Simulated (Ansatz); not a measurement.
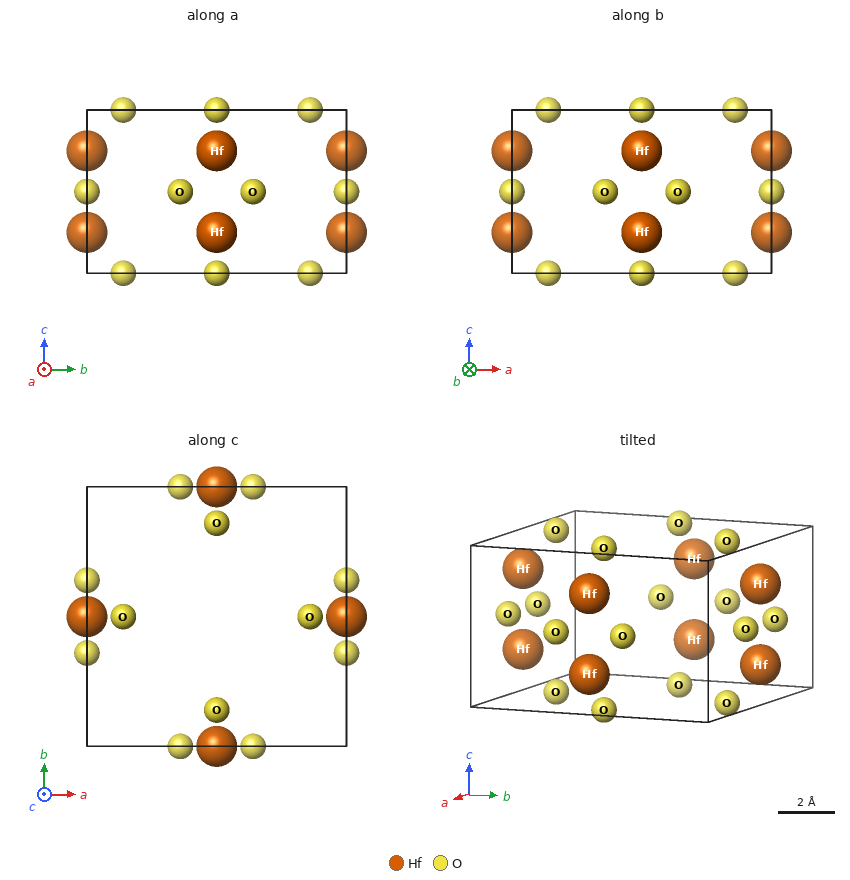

View along the a axis, along the b axis, along the c axis and slightly off an axis, drawn as a spheres-only model. The wireframe shows the conventional unit cell.

Lattice parameters: a = 9.427 Å, b = 9.427 Å, c = 5.929 Å, α = 90.00°, β = 90.00°, γ = 90.00°.

Question: Set out the cell and atoms as a table of Wyckoff sites, with free fractional coordinates to two decimals.

Answer: Space group I4/mmm (No. 139).
```
atom  site     x     y     z
  Hf    4d  0.50  0.00  0.25
   O    8j  0.50  0.14  0.00
```

Origin of the cell: a random cell made by a generator, so it need not be a real form of the compound. The final geometry of a relaxation with DFT PBE, scalar-relativistic, plane waves, PAW (Ansatz 0.2.0) is shown.
